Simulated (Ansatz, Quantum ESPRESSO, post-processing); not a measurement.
# Thickness dependence of 1T-SnS2, part 3 of 8

Aim: screening, gap and ionisation potential of 1T-SnS2 against the number of layers.

Quantum ESPRESSO 7.5; plane-wave DFT, PBEsol, GBRV ultrasoft pseudopotentials; geometry by Ansatz 0.2.0 with PAW datasets.

So far. Step 3 (SCF with pw.x, 1 layer: no field): The run needed 15 iterations to bring the estimated error under 1e-09 Ry; the largest force on any atom, held or free, is 0.25 eV/Å. Step 6 (Potential by pp.x, 1 layer): The slope in the vacuum is 0.100 eV/Å for an applied 0.10 V/Å, as it should be.

## Step 7: Bands along a path, 1 layer: no field

The density is frozen and the levels are solved along a path.

The input, n1.f0.bands.in:

```
&control
  prefix = 'n1.f0.bands'
  outdir = './out'
  pseudo_dir = './pseudo'
  calculation = 'bands'
  tefield = .true.
  dipfield = .true.
/
&system
  ibrav = 0
  nat = 3
  ntyp = 2
  ecutwfc = 40
  ecutrho = 200
  occupations = 'smearing'
  smearing = 'fd'
  degauss = 0.004
  edir = 3
  emaxpos = 0.97
  eopreg = 0.04
  eamp = 0.0
  nbnd = 17
/
&electrons
  conv_thr = 1e-07
  mixing_beta = 0.4
  electron_maxstep = 120
  mixing_mode = 'local-TF'
/
ATOMIC_SPECIES
  S   32.0600  s_pbesol_v1.4.uspp.F.UPF
  Sn  118.7100  sn_pbesol_v1.4.uspp.F.UPF
CELL_PARAMETERS angstrom
  3.70263904908771 0.00000000000000 -0.00000000000000
  -1.85131952454385 3.20657947755421 -0.00000000000000
  -0.00000000000000 -0.00000000000000 18.81516684270000
ATOMIC_POSITIONS crystal
  S   0.666666666667 0.333333333333 0.421447600542
  Sn  0.000000000000 0.000000000000 0.500000012581
  S   0.333333333333 0.666666666667 0.578552386877
K_POINTS crystal_b
4
  0.0000000000 0.0000000000 0.0000000000 12
  0.5000000000 0.0000000000 0.0000000000 12
  0.3333333333 0.3333333333 0.0000000000 12
  0.0000000000 0.0000000000 0.0000000000 1
```

On the command line:

```
$ cp -r out/n1.f0.save out/n1.f0.bands.save
$ cp out/n1.f0.xml out/n1.f0.bands.xml
$ OMP_NUM_THREADS=1 mpirun -n 4 pw.x -nk 4 -in n1.f0.bands.in > n1.f0.bands.out
```

What it wrote:

```text
[banner, memory and clock lines left out]
Program PWSCF v.7.5 starts

          URL

     Presently no symmetry can be used with electric field

     Atomic positions and unit cell read from directory:
     ./out/n1.f0.bands.save/

     G-vector sticks info

     bravais-lattice index     =            0
     lattice parameter (alat)  =       6.9970  a.u.
     unit-cell volume          =    1507.5026 (a.u.)^3
     number of atoms/cell      =            3
     number of atomic types    =            2
     number of electrons       =        26.00
     number of Kohn-Sham states=           17
     kinetic-energy cutoff     =      40.0000  Ry
     charge density cutoff     =     200.0000  Ry
     Exchange-correlation= SLA  PW   PSX  PSC
                           (   1   4  10   8   0   0   0)

     celldm(1)=   6.996974  celldm(2)=   0.000000  celldm(3)=   0.000000
     celldm(4)=   0.000000  celldm(5)=   0.000000  celldm(6)=   0.000000

     crystal axes: (cart. coord. in units of alat)
               a(1) = (   1.000000   0.000000  -0.000000 )
               a(2) = (  -0.500000   0.866025  -0.000000 )
               a(3) = (  -0.000000  -0.000000   5.081556 )

     reciprocal axes: (cart. coord. in units 2 pi/alat)
               b(1) = (  1.000000  0.577350  0.000000 )
               b(2) = (  0.000000  1.154701  0.000000 )
               b(3) = (  0.000000  0.000000  0.196790 )

     PseudoPot. # 1 for S  read from file:
     ./pseudo/s_pbesol_v1.4.uspp.F.UPF
     Pseudo is Ultrasoft + core correction, Zval =  6.0
     Generated by new atomic code, or converted to UPF format
     Using radial grid of  907 points,  6 beta functions with:
                l(1) =   0
                l(2) =   0
                l(3) =   1
                l(4) =   1
                l(5) =   2
                l(6) =   2
     Q(r) pseudized with  8 coefficients,  rinner =    1.300   1.300   1.300
                                                       1.300   1.300

     PseudoPot. # 2 for Sn read from file:
     ./pseudo/sn_pbesol_v1.4.uspp.F.UPF
     Pseudo is Ultrasoft + core correction, Zval = 14.0
     Generated by new atomic code, or converted to UPF format
     Using radial grid of  891 points,  6 beta functions with:
                l(1) =   0
                l(2) =   0
                l(3) =   1
                l(4) =   1
                l(5) =   2
                l(6) =   2
     Q(r) pseudized with  8 coefficients,  rinner =    1.350   1.350   1.350
                                                       1.350   1.350

     atomic species   valence    mass     pseudopotential
     S                 6.00    32.06000     S ( 1.00)
     Sn               14.00   118.71000     Sn( 1.00)

     No symmetry found

   Cartesian axes

     site n.     atom                  positions (alat units)
         1        S      tau(   1) = (   0.5000000   0.2886751   2.1416095  )
         2        Sn     tau(   2) = (   0.0000000   0.0000000   2.5407780  )
         3        S      tau(   3) = (  -0.0000000   0.5773503   2.9399462  )

     number of k points=    37  Fermi-Dirac smearing, width (Ry)=  0.0040
                       cart. coord. in units 2pi/alat
        k(    1) = (   0.0000000   0.0000000   0.0000000), wk =   0.0540541
        k(    2) = (   0.0416667   0.0240563   0.0000000), wk =   0.0540541
        k(    3) = (   0.0833333   0.0481125   0.0000000), wk =   0.0540541
        k(    4) = (   0.1250000   0.0721688   0.0000000), wk =   0.0540541
        k(    5) = (   0.1666667   0.0962250   0.0000000), wk =   0.0540541
        k(    6) = (   0.2083333   0.1202813   0.0000000), wk =   0.0540541
        k(    7) = (   0.2500000   0.1443376   0.0000000), wk =   0.0540541
        k(    8) = (   0.2916667   0.1683938   0.0000000), wk =   0.0540541
        k(    9) = (   0.3333333   0.1924501   0.0000000), wk =   0.0540541
        k(   10) = (   0.3750000   0.2165064   0.0000000), wk =   0.0540541
        k(   11) = (   0.4166667   0.2405626   0.0000000), wk =   0.0540541
        k(   12) = (   0.4583333   0.2646189   0.0000000), wk =   0.0540541
        k(   13) = (   0.5000000   0.2886751   0.0000000), wk =   0.0540541
        k(   14) = (   0.4861111   0.3127314   0.0000000), wk =   0.0540541
        k(   15) = (   0.4722222   0.3367877   0.0000000), wk =   0.0540541
        k(   16) = (   0.4583333   0.3608439   0.0000000), wk =   0.0540541
        k(   17) = (   0.4444444   0.3849002   0.0000000), wk =   0.0540541
        k(   18) = (   0.4305556   0.4089564   0.0000000), wk =   0.0540541
        k(   19) = (   0.4166667   0.4330127   0.0000000), wk =   0.0540541
        k(   20) = (   0.4027778   0.4570690   0.0000000), wk =   0.0540541
        k(   21) = (   0.3888889   0.4811252   0.0000000), wk =   0.0540541
        k(   22) = (   0.3750000   0.5051815   0.0000000), wk =   0.0540541
        k(   23) = (   0.3611111   0.5292377   0.0000000), wk =   0.0540541
        k(   24) = (   0.3472222   0.5532940   0.0000000), wk =   0.0540541
        k(   25) = (   0.3333333   0.5773503   0.0000000), wk =   0.0540541
        k(   26) = (   0.3055556   0.5292377   0.0000000), wk =   0.0540541
        k(   27) = (   0.2777778   0.4811252   0.0000000), wk =   0.0540541
        k(   28) = (   0.2500000   0.4330127   0.0000000), wk =   0.0540541
        k(   29) = (   0.2222222   0.3849002   0.0000000), wk =   0.0540541
        k(   30) = (   0.1944444   0.3367877   0.0000000), wk =   0.0540541
        k(   31) = (   0.1666667   0.2886751   0.0000000), wk =   0.0540541
        k(   32) = (   0.1388889   0.2405626   0.0000000), wk =   0.0540541
        k(   33) = (   0.1111111   0.1924501   0.0000000), wk =   0.0540541
        k(   34) = (   0.0833333   0.1443376   0.0000000), wk =   0.0540541
        k(   35) = (   0.0555556   0.0962250   0.0000000), wk =   0.0540541
        k(   36) = (   0.0277778   0.0481125   0.0000000), wk =   0.0540541
        k(   37) = (   0.0000000   0.0000000   0.0000000), wk =   0.0540541

     Dense  grid:    72125 G-vectors     FFT dimensions: (  32,  32, 162)

     Smooth grid:    51545 G-vectors     FFT dimensions: (  30,  30, 144)

     The potential is recalculated from file :
     ./out/n1.f0.bands.save/charge-density

     negative rho (up, down):  4.590E-05 0.000E+00

     Adding external electric field

     Computed dipole along edir(3) :
        Dipole               -0.0000 Ry au,         -0.0000 Debye
        Dipole field         -0.0000 Ry au,

        Potential amp.        0.0000 Ry
        Total length         34.1333 bohr

     Starting wfcs are   17 randomized atomic wfcs

     Band Structure Calculation
     Davidson diagonalization with overlap

[...]
-3.5830  -3.4850  -3.3898  -3.0185  -2.9184  -0.5018   0.9287   2.4142
     2.5056

          k = 0.0833 0.0481 0.0000 (  6389 PWs)   bands (ev):

   -23.5153 -23.5079 -23.4732 -23.4540 -23.4513 -16.0400 -14.3363  -7.7209
    -3.8993  -3.5502  -3.5490  -3.2352  -2.8717  -0.2888   1.2132   2.3366
     2.6305

          k = 0.1250 0.0722 0.0000 (  6388 PWs)   bands (ev):

   -23.5200 -23.5037 -23.4699 -23.4566 -23.4508 -15.9482 -14.2730  -7.7626
    -4.3971  -3.7512  -3.5480  -3.5140  -2.8452  -0.0977   1.5007   2.3969
     2.8165

          k = 0.1667 0.0962 0.0000 (  6404 PWs)   bands (ev):

   -23.5266 -23.4987 -23.4668 -23.4583 -23.4496 -15.8215 -14.1899  -7.8433
    -4.9098  -3.9683  -3.8912  -3.4683  -2.8449  -0.0465   1.6828   2.6940
     3.0345

          k = 0.2083 0.1203 0.0000 (  6408 PWs)   bands (ev):

   -23.5347 -23.4936 -23.4676 -23.4555 -23.4474 -15.6621 -14.0929  -7.9823
    -5.3878  -4.2153  -4.1860  -3.4172  -2.8663  -0.1593   1.8290   3.0590
     3.2506

          k = 0.2500 0.1443 0.0000 (  6428 PWs)   bands (ev):

   -23.5437 -23.4894 -23.4710 -23.4497 -23.4439 -15.4734 -13.9904  -8.1923
    -5.8053  -4.4843  -4.3931  -3.3666  -2.9021  -0.3732   1.9439   3.3032
     3.4343

          k = 0.2917 0.1684 0.0000 (  6436 PWs)   bands (ev):

   -23.5529 -23.4865 -23.4746 -23.4434 -23.4391 -15.2606 -13.8928  -8.4654
    -6.1592  -4.6744  -4.5808  -3.3227  -2.9450  -0.6213   1.9945   3.3766
     3.5677

          k = 0.3333 0.1925 0.0000 (  6454 PWs)   bands (ev):

   -23.5617 -23.4847 -23.4780 -23.4374 -23.4336 -15.0314 -13.8128  -8.7696
    -6.4587  -4.7805  -4.7423  -3.2913  -2.9885  -0.8614   1.9842   3.3586
     3.6498

          k = 0.3750 0.2165 0.0000 (  6440 PWs)   bands (ev):

   -23.5693 -23.4839 -23.4808 -23.4321 -23.4282 -14.7974 -13.7636  -9.0616
    -6.7077  -4.8728  -4.8172  -3.2758  -3.0274  -1.0680   1.9403   3.3284
     3.6918

          k = 0.4167 0.2406 0.0000 (  6450 PWs)   bands (ev):

   -23.5752 -23.4835 -23.4829 -23.4282 -23.4237 -14.5771 -13.7544  -9.3010
    -6.8993  -4.9684  -4.8117  -3.2749  -3.0578  -1.2246   1.8903   3.3298
     3.7087

          k = 0.4583 0.2646 0.0000 (  6446 PWs)   bands (ev):

   -23.5789 -23.4843 -23.4834 -23.4256 -23.4208 -14.4023 -13.7791  -9.4572
    -7.0212  -5.0268  -4.7931  -3.2812  -3.0772  -1.3216   1.8530   3.3805
     3.6536

          k = 0.5000 0.2887 0.0000 (  6464 PWs)   bands (ev):

   -23.5802 -23.4847 -23.4834 -23.4248 -23.4197 -14.3297 -13.7994  -9.5114
    -7.0632  -5.0464  -4.7839  -3.2848  -3.0838  -1.3544   1.8394   3.4533
     3.5347

          k = 0.4861 0.3127 0.0000 (  6454 PWs)   bands (ev):

   -23.5797 -23.4844 -23.4839 -23.4249 -23.4200 -14.3252 -13.7977  -9.5129
    -7.0565  -5.0807  -4.7898  -3.2806  -3.1058  -1.3210   1.8792   3.4694
     3.5401

          k = 0.4722 0.3368 0.0000 (  6453 PWs)   bands (ev):

   -23.5782 -23.4852 -23.4835 -23.4250 -23.4210 -14.3118 -13.7929  -9.5178
    -7.0363  -5.1768  -4.8086  -3.2701  -3.1671  -1.2267   1.9941   3.5184
     3.5564

          k = 0.4583 0.3608 0.0000 (  6459 PWs)   bands (ev):

   -23.5757 -23.4875 -23.4820 -23.4253 -23.4224 -14.2898 -13.7854  -9.5263
    -7.0028  -5.3179  -4.8439  -3.2577  -3.2550  -1.0866   2.1719   3.5604
     3.5846

          k = 0.4444 0.3849 0.0000 (  6461 PWs)   bands (ev):

   -23.5724 -23.4905 -23.4799 -23.4257 -23.4244 -14.2596 -13.7761  -9.5391
    -6.9563  -5.4844  -4.9006  -3.3521  -3.2475  -0.9210   2.3946   3.4678
     3.6267

          k = 0.4306 0.4090 0.0000 (  6455 PWs)   bands (ev):

   -23.5684 -23.4943 -23.4773 -23.4269 -23.4262 -14.2220 -13.7661  -9.5565
    -6.8971  -5.6588  -4.9841  -3.4411  -3.2421  -0.7505   2.6395   3.3753
     3.6874

          k = 0.4167 0.4330 0.0000 (  6459 PWs)   bands (ev):

   -23.5638 -23.4988 -23.4741 -23.4297 -23.4269 -14.1777 -13.7570  -9.5790
    -6.8258  -5.8270  -5.0966  -3.5087  -3.2426  -0.5930   2.8782   3.2944
     3.7760

          k = 0.4028 0.4571 0.0000 (  6461 PWs)   bands (ev):

   -23.5587 -23.5037 -23.4705 -23.4329 -23.4276 -14.1279 -13.7507  -9.6059
    -6.7432  -5.9786  -5.2354  -3.5484  -3.2504  -0.4616   3.0782   3.2338
     3.9044

          k = 0.3889 0.4811 0.0000 (  6465 PWs)   bands (ev):

   -23.5533 -23.5091 -23.4665 -23.4362 -23.4283 -14.0739 -13.7496  -9.6362
    -6.6507  -6.1063  -5.3926  -3.5604  -3.2661  -0.3628   3.1979   3.2162
     4.0730

          k = 0.3750 0.5052 0.0000 (  6463 PWs)   bands (ev):

   -23.5478 -23.5147 -23.4622 -23.4396 -23.4291 -14.0170 -13.7560  -9.6671
    -6.5508  -6.2055  -5.5572  -3.5484  -3.2907  -0.2971   3.1875   3.2925
     4.2559

          k = 0.3611 0.5292 0.0000 (  6451 PWs)   bands (ev):

   -23.5422 -23.5204 -23.4579 -23.4431 -23.4299 -13.9590 -13.7728  -9.6949
    -6.4489  -6.2743  -5.7148  -3.5178  -3.3246  -0.2596   3.2001   3.3207
     4.4132

          k = 0.3472 0.5533 0.0000 (  6469 PWs)   bands (ev):

   -23.5367 -23.5260 -23.4537 -23.4466 -23.4305 -13.9017 -13.8024  -9.7152
    -6.3600  -6.3126  -5.8430  -3.4736  -3.3681  -0.2429   3.2312   3.3124
     4.5137

          k = 0.3333 0.5774 0.0000 (  6459 PWs)   bands (ev):

   -23.5314 -23.5314 -23.4500 -23.4500 -23.4307 -13.8470 -13.8470  -9.7231
    -6.3222  -6.3222  -5.8977  -3.4204  -3.4204  -0.2389   3.2755   3.2755
     4.5461

          k = 0.3056 0.5292 0.0000 (  6461 PWs)   bands (ev):

   -23.5408 -23.5215 -23.4562 -23.4457 -23.4292 -13.9860 -13.7536  -9.6841
    -6.4403  -6.2673  -5.7278  -3.5448  -3.3024  -0.2436   3.1442   3.3806
     4.4499

          k = 0.2778 0.4811 0.0000 (  6459 PWs)   bands (ev):

   -23.5478 -23.5129 -23.4614 -23.4459 -23.4256 -14.1890 -13.6939  -9.5560
    -6.5615  -6.1392  -5.4212  -3.6751  -3.1910  -0.2401   2.9863   3.4707
     4.2465

          k = 0.2500 0.4330 0.0000 (  6461 PWs)   bands (ev):

   -23.5515 -23.5058 -23.4651 -23.4483 -23.4232 -14.4411 -13.6788  -9.3386
    -6.5739  -5.9718  -5.0799  -3.7764  -3.1078  -0.2192   2.8535   3.5027
     4.0144

          k = 0.2222 0.3849 0.0000 (  6459 PWs)   bands (ev):

   -23.5518 -23.5004 -23.4674 -23.4511 -23.4238 -14.7197 -13.7115  -9.0506
    -6.4565  -5.7964  -4.7295  -3.8105  -3.0674  -0.1826   2.7679   3.4410
     3.7848

          k = 0.1944 0.3368 0.0000 (  6449 PWs)   bands (ev):

   -23.5490 -23.4969 -23.4680 -23.4539 -23.4277 -15.0031 -13.7865  -8.7234
    -6.2104  -5.6276  -4.3882  -3.7520  -3.0736  -0.1330   2.7064   3.2731
     3.5760

          k = 0.1667 0.2887 0.0000 (  6443 PWs)   bands (ev):

   -23.5435 -23.4955 -23.4671 -23.4565 -23.4342 -15.2734 -13.8915  -8.3978
    -5.8490  -5.4466  -4.0733  -3.6074  -3.1188  -0.0712   2.5975   3.0195
     3.4261

          k = 0.1389 0.2406 0.0000 (  6439 PWs)   bands (ev):

   -23.5364 -23.4962 -23.4649 -23.4590 -23.4415 -15.5175 -14.0111  -8.1179
    -5.3934  -5.2068  -3.8028  -3.4141  -3.1849  -0.0042   2.3864   2.7250
     3.3417

          k = 0.1111 0.1925 0.0000 (  6417 PWs)   bands (ev):

   -23.5288 -23.4987 -23.4627 -23.4618 -23.4473 -15.7263 -14.1304  -7.9154
    -4.8716  -4.8693  -3.6016  -3.2395  -3.2187   0.0357   2.0926   2.4528
     3.2190

          k = 0.0833 0.1443 0.0000 (  6399 PWs)   bands (ev):

   -23.5218 -23.5027 -23.4677 -23.4582 -23.4501 -15.8936 -14.2364  -7.7930
    -4.4365  -4.3229  -3.5169  -3.2222  -3.0585  -0.0202   1.7352   2.2898
     2.9733

          k = 0.0556 0.0962 0.0000 (  6387 PWs)   bands (ev):

   -23.5163 -23.5070 -23.4722 -23.4548 -23.4512 -16.0154 -14.3191  -7.7306
    -3.9573  -3.8151  -3.5266  -3.1308  -2.9563  -0.2179   1.3292   2.2932
     2.7012

          k = 0.0278 0.0481 0.0000 (  6389 PWs)   bands (ev):

   -23.5128 -23.5103 -23.4750 -23.4524 -23.4515 -16.0894 -14.3715  -7.7040
    -3.5817  -3.5264  -3.4270  -3.0188  -2.9271  -0.4733   0.9653   2.3991
     2.5214

          k = 0.0000 0.0000 0.0000 (  6389 PWs)   bands (ev):

   -23.5116 -23.5116 -23.4760 -23.4515 -23.4515 -16.1142 -14.3894  -7.6969
    -3.5852  -3.3205  -3.3205  -2.9481  -2.9481  -0.5963   0.8119   2.4617
     2.4617

     XML data file, pseudopotentials, collected wavefunctions

                                        0.00s GPU  (     484 calls)
```

The job ended after 21 s (4 MPI ranks of Arm Neoverse V1, shared host; peak memory 0.31 GiB; 82 s of CPU time).

Read from the output:

| Item | Value |
| --- | --- |
| dipole along the normal | 0 e·Å |
| valence top, on the run's zero | -2.845 eV |
| conduction bottom, on the run's zero | -1.354 eV |
| gap by band count | 1.491 eV |

Band numbers count within the set of bands kept for display. Electronic bands along the path, in eV, zero at the highest filled level of the SCF mesh; v1 is the highest filled band, c1 the lowest empty one:

```tsv
point	v4	v3	v2	v1	c1	c2	c3	c4
Γ	-0.48	-0.48	-0.10	-0.10	2.25	3.66	5.31	5.31
M	-2.20	-1.94	-0.44	-0.24	1.49	4.68	6.30	6.38
K	-3.48	-3.05	-0.58	-0.58	2.61	6.12	6.12	7.39
Γ	-0.48	-0.48	-0.10	-0.10	2.25	3.66	5.31	5.31
```

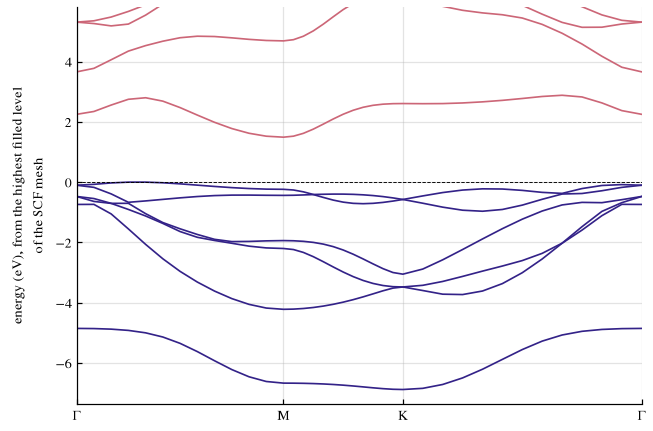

Electronic bands along the path; lines of filled and empty bands in two colours.

Along this path the valence top lies between Γ and M and the conduction bottom at M.

## Step 8: Polarisability from the dipole between 0 and 0.1 V/A, 1 layer

This step gave:

| Quantity | Value |
| --- | --- |
| change of slope in the vacuum | 0.10000 eV/Å |
| polarisability a cell | 4.500 Å³ |
| sheet polarisability 4πα/A | 4.763 Å |

The change of the potential energy, second field less first by z:

```tsv
z (Å)	change of the potential energy, second field less first (eV)
0	-0.351
1	-0.602
2	-0.502
3	-0.402
4	-0.302
5	-0.203
6	-0.106
7	-0.0325
8	-0.00898
9	-0.00474
10	0.00596
11	0.0107
12	0.0427
13	0.124
14	0.222
15	0.322
16	0.422
17	0.522
18	0.622
```

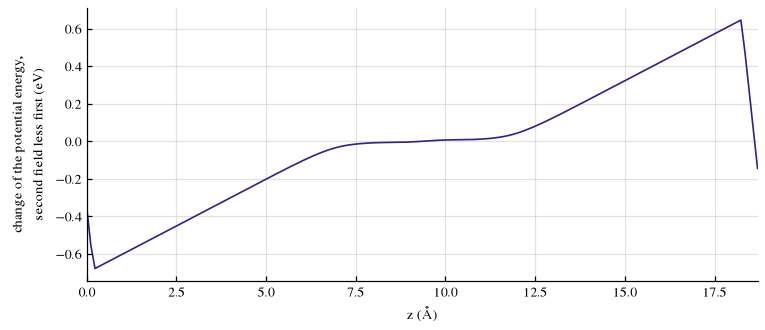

Change of the potential energy, second field less first against z.

[end of part 3 of 8]

[Logs are printed without paths, hosts, clocks, repeated set-up lines and the standing remarks that a program may print on its own settings, such as how far it seeks lower states.]

[Hosts, paths, dates, database ids (printed as entryN), source tags and the programs' standing remarks are cut or masked in the printed files.]

[Maps of the electrostatic potential energy from Ansatz leave out the sawtooth potential of an applied field or a dipole correction, so their vacuum need not be flat; planar profiles and work functions include it.]
